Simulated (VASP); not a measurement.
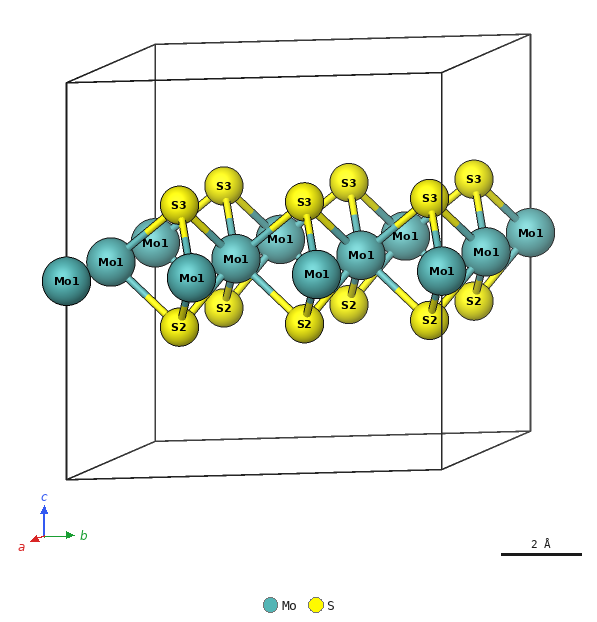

**Figure 1.** The input geometry of the first run (ball-and-stick view of the 2 × 3 repeat of the cell, with the vacuum cut short, seen slightly off an axis; atoms are numbered from 1 in the order of the input). Near neighbours in the crystal (not all of them lie inside the picture): Mo has 6 S at 2.41 Å; S has 3 Mo at 2.41 Å.

# Two runs on MoS₂

System: MoS₂ (3 atoms in the cell).
Method of the first run: Kohn-Sham DFT of a periodic cell, PBE, VASP PAW PBE potentials, recommended, no spin polarisation (VASP 6.6.1).

The structure derives from a Materials Project entry. 

### INCAR, the first run
```
ALGO = Normal
EDIFF = 1E-7
ENCUT = 520
GGA = PE
ISIF = 2
ISMEAR = -1
LASPH = T
LCHARG = F
LREAL = F
LWAVE = F
NBANDS = 20
NELM = 100
PREC = Accurate
SIGMA = 0.05
```

### KPOINTS, the first run
```
k-points
0
Gamma
  10 10 2
```

### POSCAR, the first run
```
MoS2
1.0
    3.1841260822      0.0000000000      0.0000000000
   -1.5920630411      2.7575340760      0.0000000000
    0.0000000000      0.0000000000     17.3345999500
Mo S
1 2
Direct
    0.0000000000      0.0000000000      0.0000000000
    0.3333333333      0.6666666667      0.9105070200
    0.3333333333      0.6666666667      0.0894929800
```

Command:
```bash
cat potpaw_PBE.64/Mo_sv/POTCAR potpaw_PBE.64/S/POTCAR > POTCAR
mpirun -np 1 vasp_std > vasp.out
```

Hardware: 1 thread of AMD EPYC (Zen 5), 128 GiB of memory available, shared host.

### OSZICAR and lines of OUTCAR (the first run)
```
N       E                     dE             d eps       ncg     rms          rms(c)
DAV:   1     0.152906070185E+03    0.15291E+03   -0.12349E+04  1456   0.108E+03
DAV:   2    -0.131321050719E+02   -0.16604E+03   -0.16269E+03  1516   0.249E+02
DAV:   3    -0.231976177189E+02   -0.10066E+02   -0.99709E+01  1448   0.535E+01
DAV:   4    -0.233623979836E+02   -0.16478E+00   -0.16455E+00  1512   0.726E+00
DAV:   5    -0.233660683003E+02   -0.36703E-02   -0.36700E-02  1472   0.103E+00    0.239E+01
DAV:   6    -0.222544776102E+02    0.11116E+01   -0.11536E+01  1228   0.199E+01    0.893E+00
DAV:   7    -0.220512038622E+02    0.20327E+00   -0.53620E+00  1252   0.129E+01    0.596E+00
DAV:   8    -0.218544902404E+02    0.19671E+00   -0.10359E+00  1320   0.600E+00    0.154E+00
DAV:   9    -0.218542686264E+02    0.22161E-03   -0.34889E-02  1400   0.113E+00    0.778E-01
DAV:  10    -0.218509723005E+02    0.32963E-02   -0.15355E-02  1336   0.770E-01    0.138E-01
DAV:  11    -0.218506163885E+02    0.35591E-03   -0.65387E-04  1400   0.171E-01    0.649E-02
DAV:  12    -0.218504967035E+02    0.11968E-03   -0.15509E-04  1484   0.677E-02    0.271E-02
DAV:  13    -0.218504118635E+02    0.84840E-04   -0.16906E-04  1412   0.559E-02    0.495E-02
DAV:  14    -0.218504963656E+02   -0.84502E-04   -0.69270E-05  1432   0.387E-02    0.164E-02
DAV:  15    -0.218505192618E+02   -0.22896E-04   -0.12107E-05  1324   0.184E-02    0.858E-03
DAV:  16    -0.218505519447E+02   -0.32683E-04   -0.16039E-05  1408   0.159E-02    0.384E-03
DAV:  17    -0.218506096869E+02   -0.57742E-04   -0.41921E-06  1308   0.100E-02    0.224E-03
DAV:  18    -0.218506340943E+02   -0.24407E-04   -0.65964E-07  1248   0.266E-03    0.302E-03
DAV:  19    -0.218506556708E+02   -0.21576E-04   -0.16185E-06  1260   0.391E-03    0.770E-04
DAV:  20    -0.218506593473E+02   -0.36765E-05   -0.16579E-07  1240   0.121E-03    0.641E-04
DAV:  21    -0.218506612156E+02   -0.18684E-05   -0.91018E-08  1024   0.632E-04    0.230E-04
DAV:  22    -0.218506614996E+02   -0.28400E-06   -0.99887E-09  1036   0.238E-04    0.630E-05
DAV:  23    -0.218506615403E+02   -0.40699E-07   -0.96853E-10   828   0.115E-04
   1 F= -.21850662E+02 E0= -.21850662E+02  d E =-.382266E-08
[... from OUTCAR:]
  free energy    TOTEN  =       -21.85066154 eV
  energy without entropy =      -21.85066154  energy(sigma->0) =      -21.85066154
 E-fermi :  -0.5529     XC(G=0):  -4.3966     alpha+bet : -4.7422
  free  energy   TOTEN  =       -21.8506615403 eV
  energy  without entropy=      -21.8506615365  energy(sigma->0) =      -21.85066154
```

The input of the second run differs as follows (lines with − go, lines with + come):
```diff
+SYSTEM = MoS2
-LASPH = T
-LCHARG = F
-LREAL = F
-LWAVE = F
+LASPH = .True.
+LCHARG = .True.
+LELF = .True.
+LREAL = .False.
+LVHAR = .True.
+LWAVE = .False.
-NELM = 100
+NELM = 60
+  0 0 0
-    0.0000000000      0.0000000000      0.0000000000
-    0.3333333333      0.6666666667      0.9105070200
-    0.3333333333      0.6666666667      0.0894929800
+    0.0028990000     -0.0138400000     -0.0004740000
+    0.3313860000      0.6610750000      0.9105550000
+    0.3217360000      0.6551810000      0.0895260000
```

How does the second run compare with the first run?

The total energies belong to different models, so their difference says nothing on which is more stable or more accurate. The largest force goes from 0.205 to 0.884 eV/Å. The number of SCF iterations is the same. The irreducible k-points go from 28 to 104. On the same kind of shared host the second run took about 3.6 times as long.

### OSZICAR and lines of OUTCAR (the second run)
```
N       E                     dE             d eps       ncg     rms          rms(c)
DAV:   1     0.154496801458E+03    0.15450E+03   -0.12386E+04  5400   0.108E+03
DAV:   2    -0.128462137446E+02   -0.16734E+03   -0.16327E+03  5612   0.250E+02
DAV:   3    -0.231689058580E+02   -0.10323E+02   -0.10216E+02  5320   0.541E+01
DAV:   4    -0.233416464373E+02   -0.17274E+00   -0.17251E+00  5488   0.750E+00
DAV:   5    -0.233452381490E+02   -0.35917E-02   -0.35915E-02  5396   0.105E+00    0.240E+01
DAV:   6    -0.222347429527E+02    0.11105E+01   -0.11584E+01  4480   0.199E+01    0.892E+00
DAV:   7    -0.220320810399E+02    0.20266E+00   -0.54420E+00  4604   0.129E+01    0.598E+00
DAV:   8    -0.218339772956E+02    0.19810E+00   -0.10544E+00  4932   0.602E+00    0.155E+00
DAV:   9    -0.218338741129E+02    0.10318E-03   -0.35447E-02  5308   0.114E+00    0.783E-01
DAV:  10    -0.218304832740E+02    0.33908E-02   -0.14986E-02  4984   0.758E-01    0.144E-01
DAV:  11    -0.218301083386E+02    0.37494E-03   -0.67589E-04  5208   0.171E-01    0.724E-02
DAV:  12    -0.218300311100E+02    0.77229E-04   -0.11488E-04  5688   0.557E-02    0.270E-02
DAV:  13    -0.218299256994E+02    0.10541E-03   -0.24157E-04  4940   0.696E-02    0.463E-02
DAV:  14    -0.218300192221E+02   -0.93523E-04   -0.68002E-05  5340   0.445E-02    0.135E-02
DAV:  15    -0.218300368128E+02   -0.17591E-04   -0.16083E-05  4976   0.203E-02    0.138E-02
DAV:  16    -0.218300788065E+02   -0.41994E-04   -0.63938E-06  5428   0.101E-02    0.548E-03
DAV:  17    -0.218301034628E+02   -0.24656E-04   -0.44627E-06  5516   0.739E-03    0.329E-03
DAV:  18    -0.218301479452E+02   -0.44482E-04   -0.15888E-06  4428   0.381E-03    0.282E-03
DAV:  19    -0.218301726906E+02   -0.24745E-04   -0.17575E-06  4464   0.312E-03    0.109E-03
DAV:  20    -0.218301765890E+02   -0.38984E-05   -0.19010E-07  4640   0.179E-03    0.425E-04
DAV:  21    -0.218301787699E+02   -0.21809E-05   -0.97187E-08  4024   0.737E-04    0.182E-04
DAV:  22    -0.218301793735E+02   -0.60358E-06   -0.22918E-08  4020   0.310E-04    0.128E-04
DAV:  23    -0.218301794472E+02   -0.73719E-07   -0.12206E-09  3116   0.102E-04
   1 F= -.21830179E+02 E0= -.21830179E+02  d E =-.385391E-08
[... from OUTCAR:]
  free energy    TOTEN  =       -21.83017945 eV
  energy without entropy =      -21.83017944  energy(sigma->0) =      -21.83017945
 E-fermi :  -0.5515     XC(G=0):  -4.3975     alpha+bet : -4.7422
  free  energy   TOTEN  =       -21.8301794472 eV
  energy  without entropy=      -21.8301794433  energy(sigma->0) =      -21.83017945
```

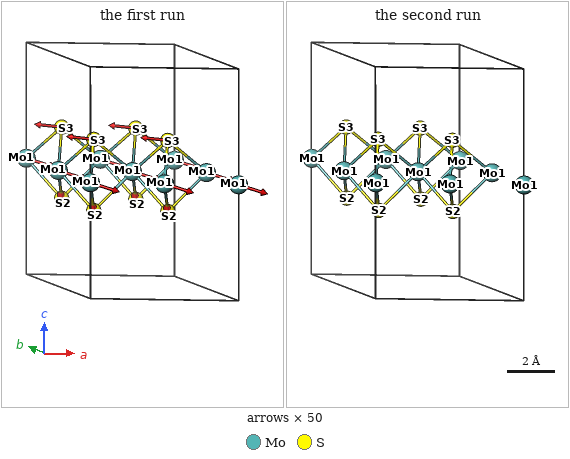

**Figure 2.** The two input geometries at one scale (ball-and-stick view of the 2 × 2 repeat of the cell, with the vacuum cut short, seen slightly off an axis). The red arrows on the first give the shifts of the atoms relative to the cell, with their mean removed, magnified 50 times. The atom that moves furthest is Mo1 (0.029 Å). Largest moves by element: Mo 0.029 Å, S 0.024 Å. (The mean shift of all atoms is removed.) The cell doesn't change. Among the contacts that change: Mo1–S3 2.405 → 2.442 Å, Mo1–S2 2.405 → 2.372 Å.

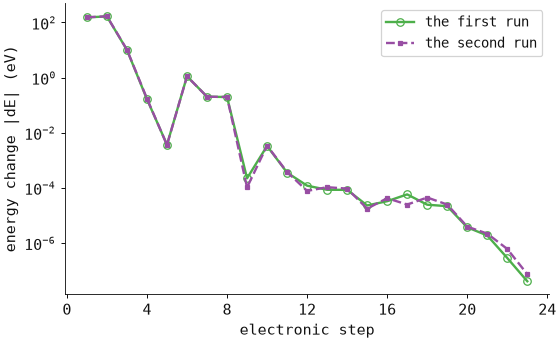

**Figure 3.** Convergence of the two runs: energy change |dE| against the electronic step. The first run takes 23 steps in all, and the second run takes 23.

### The two runs side by side

```csv
quantity,the first run,the second run
outcome,converged,converged
free energy per atom (eV),−7.2836,−7.2767
gap on the mesh (eV),1.74,1.73
pressure (GPa),0.36,0.41
largest force (eV/Å),0.205,0.884
SCF iterations,23,23
irreducible k-points,28,104
plane waves at Γ,4124,4124
```
